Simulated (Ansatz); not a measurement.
**Field-gradient calculation, with input and output: TiSi₂**

- system: TiSi₂ (Fddd, 6 atoms in the cell)
- method: DFT, PBEsol, PAW with Ansatz's default frozen-core files, scalar-relativistic, no spin polarisation (Ansatz 0.2.0)

The structure derives from an entry of the Crystallography Open Database. It belongs to a series of runs on one base structure; here: volume scaled by 1.01, PAW files. Figures and captions count atoms from 1; the log counts them from 0 in places.

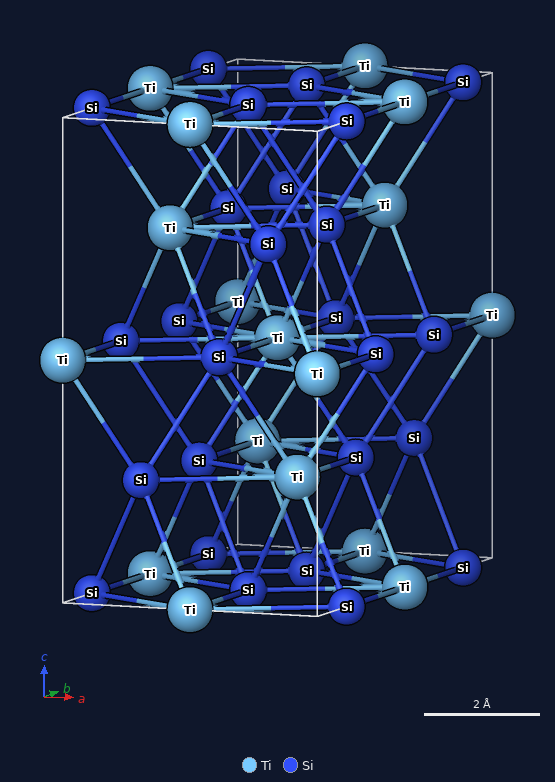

Figure 1. The input geometry (ball-and-stick view of the cell 4 times as large as that of the calculation, set on its symmetry axes, seen slightly off an axis). An atom can appear more than once, as a periodic image.

**Results in brief**

```csv
quantity,value
outcome,converged
space group (tolerance 0.01 Å),Fddd (70)
electrons treated,40
free energy,−7437.7881 eV
Fermi energy,12.437 eV
pressure,−3.16 GPa
field gradient V_zz (10²¹ V/m²),"Ti 1.09, Ti 1.09, Si −3.38, Si −3.38, Si −3.38, Si −3.38"
largest force (length of the vector),0.170 eV/Å
hardware,"2 threads of Arm Neoverse V2, 24 GiB of memory available, shared host"
wall time,7.1 s (CPU time 14 s)
peak memory,0.51 GiB
```

**Input**
```yaml
crystal:
  lattice:
    - [0.0, 4.1316811636, 4.2756579113]
    - [2.3944286297, 0.0, 4.2756579113]
    - [2.3944286297, 4.1316811636, 0.0]
  atoms:
    - { symbol: Ti, position: [0.75, 0.75, 0.75] }
    - { symbol: Ti, position: [0.5, 0.5, 0.5] }
    - { symbol: Si, position: [0.083, 0.417, 0.083] }
    - { symbol: Si, position: [0.417, 0.083, 0.417] }
    - { symbol: Si, position: [0.167, 0.833, 0.167] }
    - { symbol: Si, position: [0.833, 0.167, 0.833] }
kpoints:
  mp_grid: { grid: [8, 8, 8] }
scf:
  occupations: { method: fermi_dirac, width: 0.08 }
hamiltonian:
  xc: pbesol
  pseudopotentials: { kind: paw }
output:
  forces: true
  stress: true
  eigenvalues: true
  efg: { contact_densities: true }
  write_density: true
  write_potential: true
  elf: true
  volumetric_format: npy
```

Command:
```bash
ansatz run input.yaml --threads 2 --pin off --max-ram 8192MiB --backend cpu --events-out ev --progress --plain --runs-dir out
```

**What the program printed**
```
Engine: ansatz 0.2.0, aarch64-unknown-linux-gnu
Pseudopotentials: kind: paw
Pseudopotential: Ti, paw, valence charge 12, recommended cutoff 420 eV (normal), Ti.paw.azcp
Pseudopotential: Si, paw, valence charge 4, recommended cutoff 420 eV (normal), Si.paw.azcp
Functional definition: PBEsol
  exchange = pbesol_x
  correlation = pbesol_c
Crystal: 6 atoms, lattice volume = 84.598 Å³
Basis set: ecut = 420 eV, 1627 PW (Γ), exchange–correlation on 80×72×64 points (8 copies of the dense FFT grid, shifted against one another)
Bands: 26, of which v1, the nominal top of the filled ones, is band 20 counted from 1 (19 counted from 0)
Symmetry: 8 space group operations
Space group: Fddd (ITA 70), of the structure as read, at distance tolerance 4.4e-5 Å
k-points: 95 of 512
Non-local potential: Ti, projectors of the file, l = 0: 3, l = 1: 2, l = 2: 3, l = 3: 1
Non-local potential: Si, projectors of the file, l = 0: 2, l = 1: 2, l = 2: 2
PAW form: soft (Blöchl's): semilocal exchange-correlation on the pseudo side does not see the compensation charge
PAW frozen core: Ti, regenerated for the run's functional, and the local potential with it (the file was generated under x = pbe(κ = 0.804, μ = 0.2195149727645171), c = pbe(β = 0.06672455060314922))
PAW frozen core: Si, regenerated for the run's functional, and the local potential with it (the file was generated under x = pbe(κ = 0.804, μ = 0.2195149727645171), c = pbe(β = 0.06672455060314922))
PAW one-centre angular grid: Ti, 590 points (default); XC on 64 Gauss nodes
PAW one-centre angular grid: Si, 110 points (default); XC on 64 Gauss nodes
Initial density: superposition of atomic densities (neutral atoms: chi_scale 0, normalization atom), corrected by the library's trained network
Initial wavefunctions: pseudopotential atomic-orbital guess
Functional: x = pbesol(κ = 0.804, μ = 0.12345679012345678), c = pbesol(β = 0.046)
SCF iter   1: F=—  HF=-7437.792929 eV  |F-HF|=—  |Δ(HF+E_count)|=         —  Δρ=3.97e-3  dr2=1.93e-2  ethr=1.77e-3  ⟨swp⟩=6.2  Hψ=12313  notcnv=0  defer=3
preconditioner: auto → Kerker (q_TF=auto, 2.408 Å⁻¹)  [metal: Δε(μ)=0.015 eV  Ē_g=6.347 eV  σ=0.080 eV  W_gap=0.05  n_scr=16 (ndim 8)  ℏωp=19.8 eV  f_vac=0.000  D(μ)=2.05/eV (n_scr^D=12)]
SCF iter   2: F=—  HF=-7437.789701 eV  |F-HF|=—  |Δ(HF+E_count)|=   3.23e-3  Δρ=2.36e-3  dr2=6.60e-3  ethr=4.82e-5  ⟨swp⟩=1.1  Hψ=3235  notcnv=0
SCF iter   3: F=—  HF=-7437.788144 eV  |F-HF|=—  |Δ(HF+E_count)|=   1.56e-3  Δρ=2.36e-4  dr2=5.66e-5  ethr=1.65e-5  ⟨swp⟩=2.2  Hψ=3540  notcnv=0
SCF iter   4: F=—  HF=-7437.788130 eV  |F-HF|=—  |Δ(HF+E_count)|=   1.40e-5  Δρ=9.51e-5  dr2=8.43e-6  ethr=1.42e-7  ⟨swp⟩=2.3  Hψ=3887  notcnv=0
SCF iter   5: F=—  HF=-7437.788129 eV  |F-HF|=—  |Δ(HF+E_count)|=   1.53e-6  Δρ=2.24e-5  dr2=2.79e-7  ethr=2.11e-8  ⟨swp⟩=2.7  Hψ=4136  notcnv=0
SCF iter   6: F=-7437.788129 eV  HF=-7437.788129 eV  |F-HF|=9.61e-9  |Δ(HF+E_count)|=   1.93e-8  Δρ=3.73e-6  dr2=1.32e-8  ethr=2.50e-10  ⟨swp⟩=8.9  Hψ=15122  notcnv=0
SCF 1 converged in 6 iterations: F = -7437.788129 eV  dr2 = 1.32e-8
  greatest PAW one-centre occupation: 0.999 electrons in one spin orbital (limit 2), on the Ti atom at site 1 (counted from 0), in its partial waves of l = 0
```

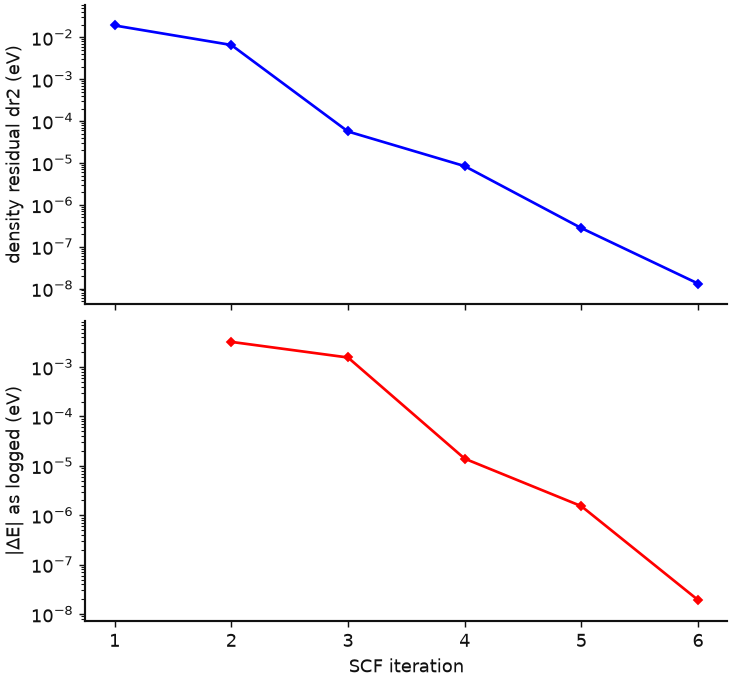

Figure 2. Convergence of the self-consistent field: density residual dr2 and size of the energy change against the SCF iteration. The residual falls at every step.

```
SCF converged after 6 iterations
Free energy (F): -7437.788129 eV
Harris-Foulkes:  -7437.788129 eV  (|F-HF|=9.61e-9)
Internal energy: -7437.744733 eV  (E = F + TS)
E sigma→0 (E₀):  -7437.766431 eV
Entropy (-TS):   -0.043395 eV (-7.233 meV/atom)
Fermi energy:    12.436506 eV
--- Per-component energies (eV) ---
  E_band       = -218.952824
  E_kinetic    = 718.275346
  E_local      = -2041.094035  (includes V_loc(G=0)·N_el)
  E_nonlocal   = 119.689470
  E_hartree    = 888.061133
  E_xc         = -420.114851
  E_vxc        = -440.875861  (∫ρ·V_xc dr)
  E_paw        = -4040.463343  (= ΣΔE_a)
  E_vpaw       = -351.064986  (= ΣTr[D̂ρ^β])
  E_aug_tail   = 0.000234  (compensation charges beyond the density's cutoff)
  E_ewald      = -2662.503698
  E_core_change = 0.405011  (= ΣΔE_core)
  E_smearing   = -0.043395  (= −TS)
  E_closure    = 0.000000  (closes the sum)
  Σ components = -7437.788129   (vs F -7437.788129, Δ=0.00e0)
--- Forces (eV/Å), atoms counted from 1 ---
  atom   1  Ti     0.00000000     0.00000000     0.00000000
  atom   2  Ti     0.00000000     0.00000000     0.00000000
  atom   3  Si     0.00000000     0.17006462     0.00000000
  atom   4  Si     0.00000000    -0.17006462     0.00000000
  atom   5  Si     0.00000000    -0.17006462     0.00000000
  atom   6  Si     0.00000000     0.17006462     0.00000000
  max |Σ_I F_I| component: 2.78e-17 eV/Å
--- Stress (GPa, compression-positive) ---
       -2.494868       0.000000       0.000000
        0.000000      -3.228564       0.000000
        0.000000       0.000000      -3.747727
  P = ⅓ Tr σ = -3.1571 GPa (-31.571 kbar)
--- PAW observables at the nuclei: V_zz in 10²¹ V/m², potentials from the cell's mean, atoms counted from 1 ---
  atom   1  Ti V_zz =    +1.089447   η = 0.4738   by run symmetry: allowed
            electrostatic potential = -2531.483832 V   contact ρ = 56635.665346 e/Å³
  atom   2  Ti V_zz =    +1.089447   η = 0.4738   by run symmetry: allowed
            electrostatic potential = -2531.483832 V   contact ρ = 56635.665346 e/Å³
  atom   3  Si V_zz =    -3.382090   η = 0.2730   by run symmetry: allowed
            electrostatic potential = -1364.403277 V   contact ρ = 12763.678825 e/Å³
  atom   4  Si V_zz =    -3.382090   η = 0.2730   by run symmetry: allowed
            electrostatic potential = -1364.403277 V   contact ρ = 12763.678825 e/Å³
  atom   5  Si V_zz =    -3.382090   η = 0.2730   by run symmetry: allowed
            electrostatic potential = -1364.403277 V   contact ρ = 12763.678825 e/Å³
  atom   6  Si V_zz =    -3.382090   η = 0.2730   by run symmetry: allowed
            electrostatic potential = -1364.403277 V   contact ρ = 12763.678825 e/Å³
--- Band table (eV; the first three rows and the last of 95) ---
  k-point 0: bands = ["-43.5768", "-43.5486", "-20.0747", "-20.0543", "-19.9823", "-19.9673", "-19.9490", "-19.9416", "-0.0729", "5.6196", "6.7429", "7.1246", "7.6490", "8.6211", "8.6508", "9.8205", "10.2042", "10.5086", "10.7297", "10.9395", "11.5046", "14.4307", "15.6037", "15.6862", "15.7697", "15.8306"]
  k-point 1: bands = ["-43.5760", "-43.5494", "-20.0741", "-20.0539", "-19.9861", "-19.9673", "-19.9487", "-19.9415", "0.0918", "5.4422", "6.0961", "6.9324", "7.9101", "8.6470", "8.9905", "9.7902", "10.1331", "10.4631", "11.0120", "11.2340", "11.4829", "14.2652", "15.3873", "15.4980", "15.6608", "15.8224"]
  k-point 2: bands = ["-43.5737", "-43.5515", "-20.0741", "-20.0507", "-19.9971", "-19.9662", "-19.9488", "-19.9402", "0.5710", "4.9423", "5.1145", "6.7615", "7.7269", "8.5074", "9.4269", "9.6704", "10.6475", "11.0227", "11.2254", "11.4238", "12.0774", "13.8244", "15.0600", "15.1337", "15.3182", "15.3783"]
  k-point 94: bands = ["-43.5626", "-43.5626", "-20.0308", "-20.0308", "-20.0167", "-20.0167", "-19.9427", "-19.9427", "1.8519", "1.8519", "7.5070", "7.5070", "7.5359", "7.5359", "9.4539", "9.4539", "10.8425", "10.8425", "11.4079", "11.4079", "13.2299", "13.2299", "15.6363", "15.6363", "15.8316", "15.8316"]
```

**File rho_z.tsv**
```
# z_ang	rho[e/angstrom^3]
# format = ansatz-planar-average/11
# lattice	0.000000000	4.131681164	4.275657911
# lattice	2.394428630	0.000000000	4.275657911
# lattice	2.394428630	4.131681164	0.000000000
# sites	6
# site	22	3.591642945	6.197521745	6.413486867
# site	22	2.394428630	4.131681164	4.275657911
# site	14	1.197214315	0.685859073	2.137828956
# site	14	1.197214315	3.445822090	2.137828956
# site	14	2.394428630	1.379981509	4.275657911
# site	14	2.394428630	6.883380819	4.275657911
0.000000	2.956996e-1
0.149230	2.880913e-1
0.298460	2.821888e-1
0.447690	2.781916e-1
0.596920	2.767321e-1
0.746150	2.781916e-1
0.895380	2.821888e-1
1.044610	2.880913e-1
1.193840	2.956996e-1
1.343070	3.079205e-1
1.492300	3.333091e-1
1.641531	3.811761e-1
1.790761	4.525588e-1
1.939991	5.360435e-1
2.089221	6.127622e-1
2.238451	6.667955e-1
2.387681	6.908706e-1
2.536911	6.863965e-1
2.686141	6.632657e-1
2.835371	6.379668e-1
2.984601	6.271221e-1
3.133831	6.379668e-1
3.283061	6.632657e-1
3.432291	6.863965e-1
3.581521	6.908706e-1
3.730751	6.667955e-1
3.879981	6.127622e-1
4.029211	5.360435e-1
4.178441	4.525588e-1
4.327671	3.811761e-1
4.476901	3.333091e-1
4.626131	3.079205e-1
```

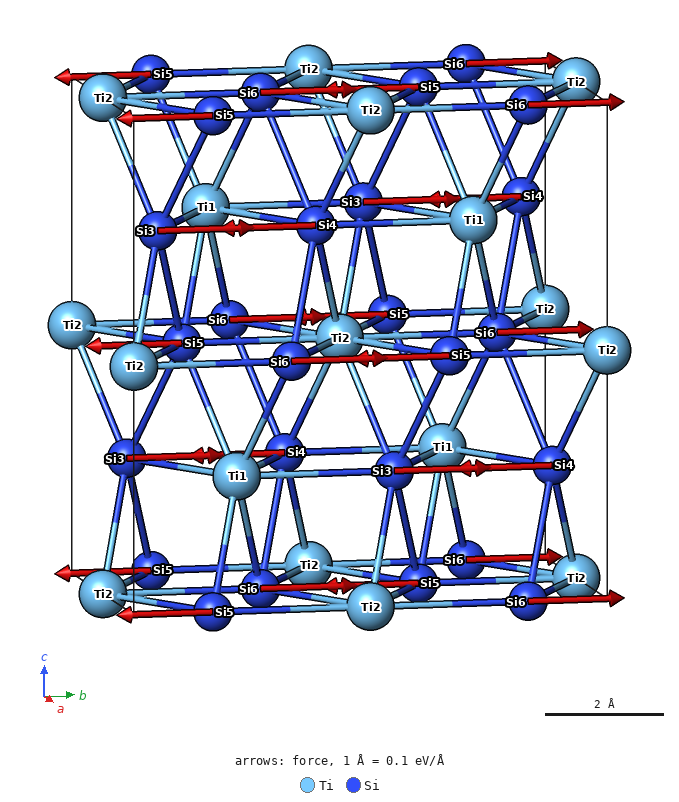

Figure 3. Forces on the atoms as red arrows (ball-and-stick view of the cell 4 times as large as that of the calculation, set on its symmetry axes, seen slightly off an axis; atoms are numbered from 1 in the order of the input). The largest act on all 4 Si atoms (0.17 eV/Å). The geometry is not a stationary point of this energy.

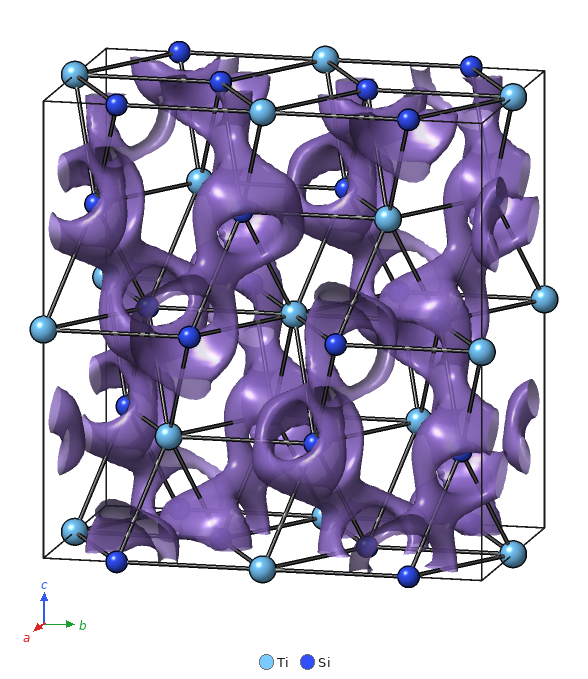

Figure 4. Isosurface of the electron localisation function at 0.7 (purple), seen slightly off an axis. Core shells and regions of very low density are left out. Sticks mark near contacts. The outline is the cell set on symmetry axes. The ELF exceeds this value in channels that run through the cell in one direction, counted in one cell of 24 atoms.  Values along the shortest contacts: Ti–Si (2.54 Å): the ELF is about 0.40 at the midpoint. Si–Si (2.55 Å): the ELF peaks at about 0.75 between the atoms, which marks a covalent bond. In a PAW calculation such maps are meaningful between the atoms, not at the nuclei.

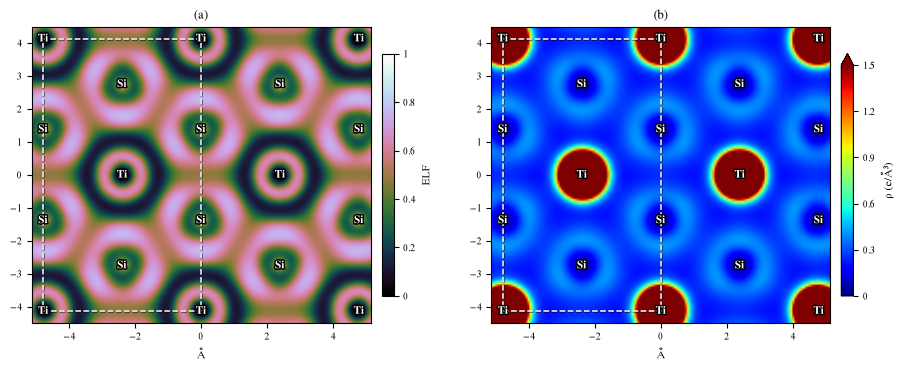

Figure 5. (a) ELF; (b) valence charge density (pseudo) on the (001) plane of the conventional cell. Ti–Si (2.76 Å): ρ is about 0.26 e/Å³ halfway; the ELF is about 0.40 at the midpoint. Away from the nuclei the density in this plane falls to 0.21 e/Å³ at its lowest. The strong features right at Ti lie inside the PAW spheres (semicore, d or f shells) and say nothing about bonding.
